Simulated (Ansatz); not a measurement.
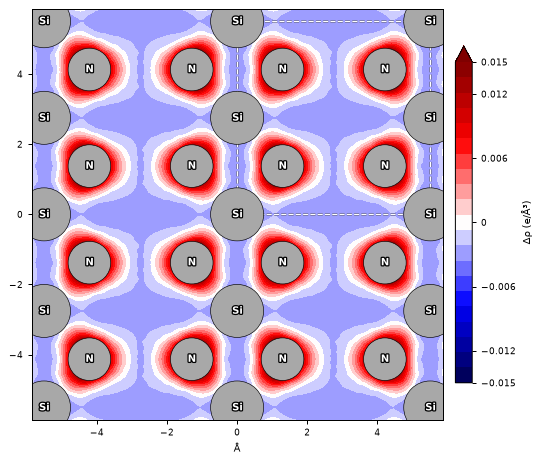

Si$_{3}$N$_{4}$. Difference of the valence pseudo-densities of two functionals at the same geometry, on the (110) plane of the calculation cell: PBE less PBEsol.

Space group Fd-3m; a structure from a database of computed crystals, not necessarily the ambient phase.

Both computed with Ansatz (plane waves, PAW), on the same k-point mesh. Grey discs cover the atomic cores.

> What does the difference map show?

Against PBEsol, PBE gives more density around N (+0.004 e/Å³ on average at 0.8 Å from the nucleus) and less density in the space between the atoms (−0.002 e/Å³ on average).
